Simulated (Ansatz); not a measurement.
## Single-point calculation of SnO

SnO (I-4m2, 2 atoms in the cell), computed with DFT, r2SCAN, plane waves, PAW, no spin polarisation (Ansatz 0.2.0).

The structure was built on a prototype by a generator. The geometry comes from this level: r2SCAN (a point of a series of strains). It belongs to a series of runs on one base structure; here: biaxial_xy strain +4.5%.

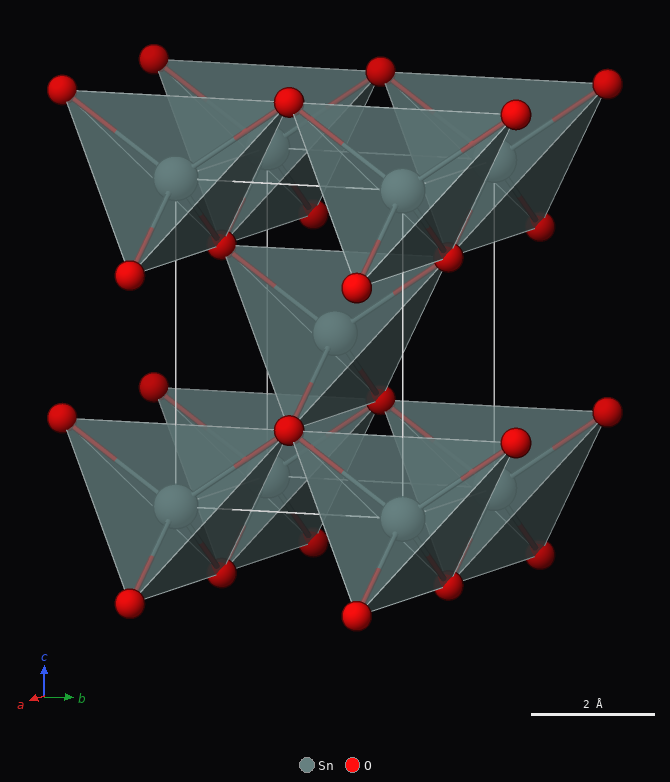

Fig. 1: The structure (polyhedral view of the cell 2 times as large as that of the calculation, set on its symmetry axes, seen slightly off an axis; polyhedra are completed across the faces of the cell).

### Input file
```yaml
crystal:
  lattice:
    - [0.0, 2.8292719262, 2.7082147278]
    - [2.8292719262, 0.0, 2.7082147278]
    - [2.8292719262, 2.8292719262, 0.0]
  atoms:
    - { symbol: Sn, position: [0.0, 0.0, 0.0] }
    - { symbol: O, position: [0.25, 0.25, 0.25] }
kpoints:
  mp_grid: { grid: [8, 8, 8] }
  band_path:
    path:
      - [0.0, 0.0, 0.0]
      - [-0.5, -0.5, 0.0]
      - [-0.375, -0.375, 0.25]
      - [-0.375, 0.0, 0.375]
      - [0.0, 0.0, 0.5]
      - [-0.5, -0.25, 0.25]
      - [-0.5, -0.4, 0.1]
    npoints: 1
hamiltonian:
  xc: r2scan
scf:
  occupations: { method: fermi_dirac, width: 0.02 }
  n_extra_bands: 4
output:
  forces: true
  stress: true
  eigenvalues: true
  write_density: true
  write_potential: true
  elf: true
  volumetric_format: npy
```

Machine: 4 threads of an x86-64 CPU, shared host.

Launched with:
```bash
ansatz run input.yaml --threads 4 --pin off --max-ram 3686MiB --backend cpu --events-out ev --progress --plain --runs-dir out
```

### The program's output
```
scf.n_extra_bands = 4 over 10 filled bands (N_el = 20.0): the run solves 14 bands
Engine: ansatz 0.2.0, x86_64-unknown-linux-gnu
Pseudopotentials: kind: paw
Pseudopotential: Sn, paw, valence charge 14, recommended cutoff 500 eV (meta_gga), Sn.paw.azcp
Pseudopotential: O, paw, valence charge 6, recommended cutoff 500 eV (meta_gga), O.paw.azcp
Functional definition: r2SCAN
  parameter k0 = 0.174
  parameter k1 = 0.065
  parameter a1 = 4.9479
  exchange = r2scan_x(k0 = k0, k1 = k1, a1 = a1)
  correlation = r2scan_c
Crystal: 2 atoms, lattice volume = 43.357 Å³
Basis set: ecut = 500 eV, 1097 PW (Γ), exchange–correlation on 120×120×120 points (64 copies of the dense FFT grid, shifted against one another)
Bands: 14, of which v1, the nominal top of the filled ones, is band 10 counted from 1 (9 counted from 0)
Symmetry: 8 space group operations
Space group: I-4m2 (ITA 119), of the structure as read, at distance tolerance 3.5e-5 Å
k-points: 59 of 512 (time reversal used)
Non-local potential: Sn, projectors of the file, l = 0: 2, l = 1: 2, l = 2: 2, l = 3: 2
Non-local potential: O, projectors of the file, l = 0: 2, l = 1: 2, l = 2: 1
PAW form: soft (Blöchl's): semilocal exchange-correlation on the pseudo side does not see the compensation charge
PAW frozen core: Sn, regenerated for the run's functional (the file was generated under x = pbe(κ = 0.804, μ = 0.2195149727645171), c = pbe(β = 0.06672455060314922))
PAW frozen core: O, regenerated for the run's functional (the file was generated under x = pbe(κ = 0.804, μ = 0.2195149727645171), c = pbe(β = 0.06672455060314922))
PAW one-centre angular grid: Sn, 590 points (default); XC on 249 of its mesh's 2787 points in the sphere
PAW one-centre angular grid: O, 302 points (default); XC on 160 Gauss nodes
Initial density: superposition of atomic densities (neutral atoms: chi_scale 0, normalization atom), corrected by the library's trained network
Initial wavefunctions: pseudopotential atomic-orbital guess
Functional: x = r2scan, c = r2scan; τ floored in thin density (d = 2e-4 eV/Å³)
SCF iter   1: F=—  HF=-6605.983741 eV  |F-HF|=—  |Δ(HF+E_count)|=         —  Δρ=5.65e-3  dr2=1.38e-2  dr2_τ=2.58e-2  ethr=1.77e-3  ⟨swp⟩=6.0  Hψ=4811  notcnv=0
preconditioner: auto → none  [insulator: Δε(μ)=0.053 eV  Ē_g=19.544 eV  σ=0.020 eV  W_gap=0.58  n_scr=14 (ndim 8)  ℏωp=25.2 eV  f_vac=0.039  D(μ)=0.30/eV (n_scr^D=0)  ε∞_Penn≈2.7]
SCF iter   2: F=—  HF=-6606.003770 eV  |F-HF|=—  |Δ(HF+E_count)|=   2.00e-2  Δρ=5.01e-3  dr2=5.93e-3  dr2_τ=1.21e-3  ethr=6.89e-5  ⟨swp⟩=3.4  Hψ=2213  notcnv=0
SCF iter   3: F=—  HF=-6606.003085 eV  |F-HF|=—  |Δ(HF+E_count)|=   6.85e-4  Δρ=2.02e-3  dr2=2.25e-3  dr2_τ=1.58e-4  ethr=2.97e-5  ⟨swp⟩=2.0  Hψ=1352  notcnv=0
SCF iter   4: F=—  HF=-6606.002766 eV  |F-HF|=—  |Δ(HF+E_count)|=   3.20e-4  Δρ=7.91e-4  dr2=1.70e-4  dr2_τ=1.09e-5  ethr=1.12e-5  ⟨swp⟩=2.1  Hψ=1059  notcnv=0
SCF iter   5: F=—  HF=-6606.002758 eV  |F-HF|=—  |Δ(HF+E_count)|=   7.04e-6  Δρ=2.70e-4  dr2=1.38e-5  dr2_τ=1.48e-6  ethr=8.48e-7  ⟨swp⟩=2.5  Hψ=1382  notcnv=0
SCF iter   6: F=—  HF=-6606.002760 eV  |F-HF|=—  |Δ(HF+E_count)|=   1.62e-6  Δρ=6.01e-5  dr2=8.59e-7  dr2_τ=4.20e-8  ethr=6.92e-8  ⟨swp⟩=2.4  Hψ=1337  notcnv=0
SCF iter   7: F=-6606.002760 eV  HF=-6606.002760 eV  |F-HF|=8.89e-9  |Δ(HF+E_count)|=   3.31e-7  Δρ=1.08e-5  dr2=4.55e-8  dr2_τ=1.04e-9  ethr=5.00e-10  ⟨swp⟩=6.8  Hψ=5175  notcnv=0
SCF 1 converged in 7 iterations: F = -6606.002760 eV  dr2 = 4.55e-8
  greatest PAW one-centre occupation: 0.992 electrons in one spin orbital (limit 2), on the Sn atom at site 0 (counted from 0), in its partial waves of l = 2
```

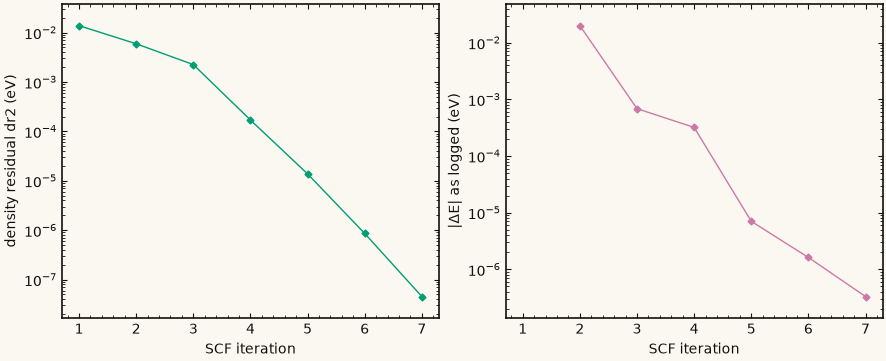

Fig. 2: Convergence of the self-consistent field: density residual dr2 and size of the energy change against the SCF iteration. The residual falls at every step.

```
NSCF: frozen V_eff on 7 k-points
SCF converged after 7 iterations
Free energy (F): -6606.002760 eV
Harris-Foulkes:  -6606.002760 eV  (|F-HF|=8.89e-9)
Internal energy: -6606.002358 eV  (E = F + TS)
E sigma→0 (E₀):  -6606.002559 eV
Entropy (-TS):   -0.000402 eV (-0.201 meV/atom)
Fermi energy:    7.244105 eV
--- Per-component energies (eV) ---
  E_band       = -150.786151
  E_kinetic    = 357.271957
  E_local      = -1403.542430  (includes V_loc(G=0)·N_el)
  E_nonlocal   = 13.804204
  E_hartree    = 735.287846
  E_xc         = -447.938770
  E_vxc        = -209.773500  (∫ρ·V_xc dr)
  E_paw        = -4314.028878  (= ΣΔE_a)
  E_vpaw       = -392.757043  (= ΣTr[D̂ρ^β])
  E_aug_tail   = 0.000954  (compensation charges beyond the density's cutoff)
  E_vtau       = 13.638144  (kinetic-family band-sum trace: ∫τ·v_τ [+ j·A + Jᵃ·Aᵃ] dr)
  E_ewald      = -1547.560621
  E_core_change = 0.703379  (= ΣΔE_core)
  E_smearing   = -0.000402  (= −TS)
  E_closure    = 0.000000  (closes the sum)
  Σ components = -6606.002760   (vs F -6606.002760, Δ=0.00e0)
--- Forces (eV/Å), atoms counted from 1 ---
  atom   1  Sn    -0.00000000    -0.00000000     0.00000000
  atom   2  O      0.00000000     0.00000000     0.00000000
  max |Σ_I F_I| component: 0.00e0 eV/Å
--- Stress (GPa, compression-positive) ---
       -5.363147       0.000000       0.000000
        0.000000      -5.363147       0.000000
       -0.000000       0.000000      -4.896927
  P = ⅓ Tr σ = -5.2077 GPa (-52.077 kbar)
--- Band table (eV; the first three rows and the last of 59) ---
  k-point 0: bands = ["-15.1404", "-15.1404", "-15.1262", "-15.1099", "-15.1086", "-12.1364", "0.9686", "3.8473", "3.8473", "3.9623", "11.6906", "11.8355", "11.8355", "16.2135"]
  k-point 1: bands = ["-15.1511", "-15.1370", "-15.1265", "-15.1097", "-15.1078", "-12.0719", "0.7280", "3.7794", "3.8584", "4.1315", "10.9751", "11.8509", "11.8743", "16.9834"]
  k-point 2: bands = ["-15.1826", "-15.1321", "-15.1245", "-15.1056", "-15.1027", "-11.9122", "0.2274", "3.6231", "3.7352", "4.5701", "9.8717", "11.9016", "12.0159", "16.5759"]
  k-point 58: bands = ["-15.2761", "-15.1328", "-15.0898", "-15.0898", "-15.0890", "-11.5142", "-0.0821", "2.6965", "2.6965", "6.9190", "6.9991", "12.4129", "12.4129", "13.0980"]
```

### File bands.tsv
```
# k_distance	band_0	band_1	band_2	band_3	band_4	band_5	band_6	band_7	band_8	band_9	band_10	band_11	band_12	band_13
# fermi_ev = 7.244105
# lock_threshold_ev = 1e-6
# [0, 0, 0] at k_distance = 0.000000
# [-0.5, -0.5, 0] at k_distance = 1.160023
# [-0.375, -0.375, 0.25] at k_distance = 1.552605
# [-0.375, 0, 0.375] at k_distance = 2.237736
# [0, 0, 0.5] at k_distance = 2.922867
# [-0.5, -0.25, 0.25] at k_distance = 3.725771
# [-0.5, -0.4, 0.1] at k_distance = 4.058888
# levels_relative_to = fermi_ev
# free_energy_ev = -6606.002760
# largest_residual_norms_ev = 3.989e-4 3.244e-4 3.802e-4 3.887e-4 4.176e-4 2.235e-4 8.701e-4 9.113e-4 1.097e-3 1.343e-3 1.292e-3 1.259e-3 5.392e-4 1.591e-3
0.000000	-22.384552	-22.384552	-22.370268	-22.353956	-22.352662	-19.380466	-6.275533	-3.396800	-3.396800	-3.281756	4.446485	4.591415	4.591415	8.969358
1.160023	-22.520225	-22.376921	-22.333867	-22.333867	-22.333076	-18.758259	-7.326198	-4.547646	-4.547646	-0.325149	-0.245009	5.168777	5.168777	5.853930
1.552605	-22.500503	-22.370453	-22.346752	-22.342388	-22.338173	-18.774052	-7.322382	-5.015156	-4.323977	-0.404092	0.995821	3.633982	5.013376	6.930301
2.237736	-22.499865	-22.365835	-22.347539	-22.344393	-22.336904	-18.795980	-7.480228	-5.022146	-4.172783	-0.284264	1.073759	3.478613	5.211261	7.208393
2.922867	-22.470984	-22.375970	-22.371126	-22.337184	-22.332748	-18.918538	-7.636611	-3.826694	-3.677678	-2.300033	1.904496	4.560409	4.853059	8.791193
3.725771	-22.497389	-22.366853	-22.358795	-22.342828	-22.332207	-18.768904	-7.355888	-4.784375	-4.762575	-0.026380	1.647057	2.587760	4.793896	7.765113
4.058888	-22.513162	-22.374457	-22.341910	-22.335892	-22.333080	-18.758965	-7.311865	-4.650918	-4.638278	-0.230130	0.181279	4.457473	4.948275	6.443451
```

### File rho_z.tsv
```
# z_ang	rho[e/angstrom^3]
# format = ansatz-planar-average/11
# lattice	0.000000000	2.829271926	2.708214728
# lattice	2.829271926	0.000000000	2.708214728
# lattice	2.829271926	2.829271926	0.000000000
# sites	2
# site	50	0.000000000	0.000000000	0.000000000
# site	8	1.414635963	1.414635963	1.354107364
0.000000	1.026689e0
0.133373	1.016241e0
0.266746	9.485972e-1
0.400119	8.615253e-1
0.533493	7.883488e-1
0.666866	7.404382e-1
0.800239	7.083997e-1
0.933612	6.747868e-1
1.066985	6.253118e-1
1.200358	5.532623e-1
1.333732	4.609668e-1
1.467105	3.600576e-1
1.600478	2.669193e-1
1.733851	1.937392e-1
1.867224	1.425645e-1
2.000597	1.085753e-1
2.133971	8.705315e-2
2.267344	7.507282e-2
2.400717	7.055060e-2
2.534090	7.267760e-2
2.667463	8.179210e-2
2.800836	9.949521e-2
2.934209	1.294974e-1
3.067583	1.777297e-1
3.200956	2.518415e-1
3.334329	3.587496e-1
3.467702	4.998550e-1
3.601075	6.654161e-1
3.734448	8.308596e-1
3.867822	9.614793e-1
```

### File v_z.tsv
```
# z_ang	v_es[eV]	v_tot[eV]
# format = ansatz-planar-average/11
# xc	r2scan
# density_cutoff_ev	2000
# datasets	Sn=:simpson_from_first_knot:soft:shift=0	O=:simpson_from_first_knot:soft:shift=0
# lattice	0.000000000	2.829271926	2.708214728
# lattice	2.829271926	0.000000000	2.708214728
# lattice	2.829271926	2.829271926	0.000000000
# sites	2
# site	50	0.000000000	0.000000000	0.000000000
# site	8	1.414635963	1.414635963	1.354107364
0.000000	6.241477e0	-7.003524e0
0.133373	5.901228e0	-7.627852e0
0.266746	4.883385e0	-8.702116e0
0.400119	3.519337e0	-9.934214e0
0.533493	2.257056e0	-1.090170e1
0.666866	1.357877e0	-1.140950e1
0.800239	1.011190e0	-1.130012e1
0.933612	1.331507e0	-1.045401e1
1.066985	2.261475e0	-9.032470e0
1.200358	3.591489e0	-7.243609e0
1.333732	5.050635e0	-5.222004e0
1.467105	6.433994e0	-3.151527e0
1.600478	7.713434e0	-1.113870e0
1.733851	8.868346e0	7.945901e-1
1.867224	9.658026e0	2.279831e0
2.000597	9.904000e0	3.106954e0
2.133971	9.853235e0	3.369898e0
2.267344	9.653268e0	3.260924e0
2.400717	9.291458e0	2.970488e0
2.534090	8.781332e0	2.462560e0
2.667463	8.076259e0	1.599935e0
2.800836	7.147840e0	3.665083e-1
2.934209	6.104926e0	-1.181559e0
3.067583	5.169757e0	-2.788444e0
3.200956	4.554352e0	-4.155718e0
3.334329	4.367805e0	-5.171861e0
3.467702	4.591227e0	-5.834662e0
3.601075	5.089052e0	-6.231448e0
3.734448	5.664443e0	-6.464530e0
3.867822	6.095234e0	-6.671715e0
```

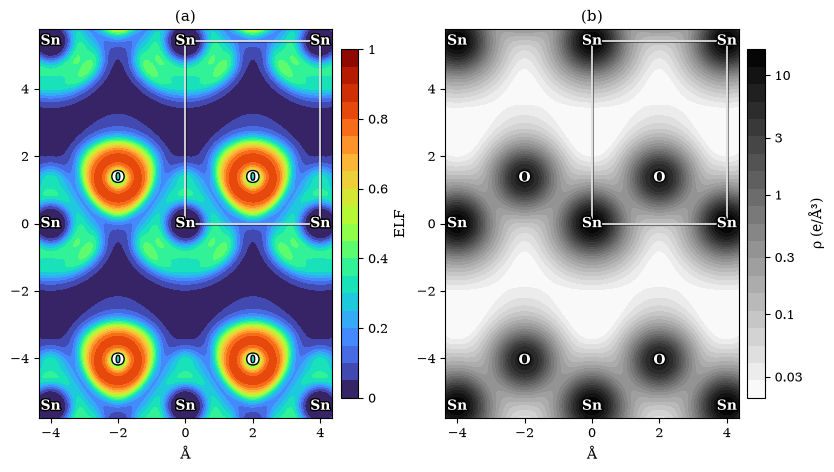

Fig. 3: (a) electron localisation function; (b) valence pseudo-density on the (100) plane of the conventional cell. The plane passes through Sn and O nuclei. Sn–O (2.42 Å): ρ is about 0.33 e/Å³ halfway; the ELF is about 0.20 at the midpoint. Away from the nuclei the density in this plane falls to 0.01 e/Å³ at its lowest. The fields are those of the smooth PAW valence density.

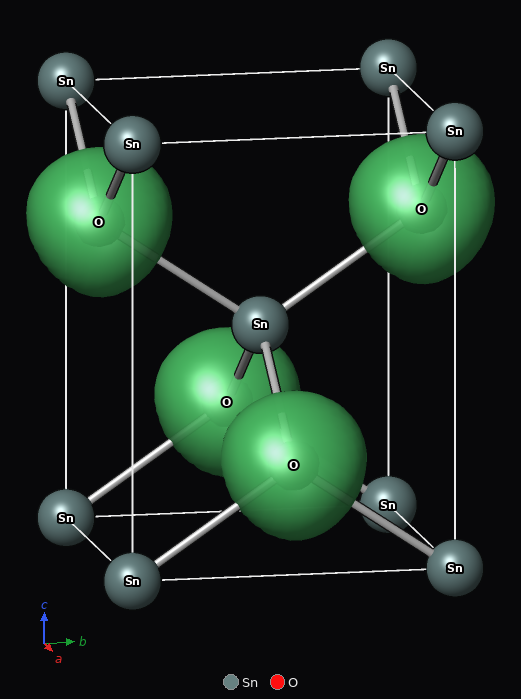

Fig. 4: Isosurface of the ELF at 0.65 (green), seen slightly off an axis. Core shells and regions of very low density are left out. Sticks mark near contacts. The outline is the cell set on symmetry axes. Profiles from the grid: Sn–O (2.42 Å): the ELF is about 0.20 at the midpoint.

### Summary

| quantity | value |
| --- | --- |
| outcome | converged |
| space group (tolerance 0.01 Å) | I-4m2 (119) |
| electrons treated | 20 |
| free energy | −6606.0028 eV |
| Fermi energy | 7.244 eV |
| band gap | none (metallic) |
| pressure | −5.21 GPa |
| largest force (length of the vector) | under 0.001 eV/Å |
| wall time | 11 s (CPU time 20 s) |
| peak memory | 0.51 GiB |

### Remarks

The cell is under a tension of 5.2 GPa at this level, so it is not at its equilibrium volume.
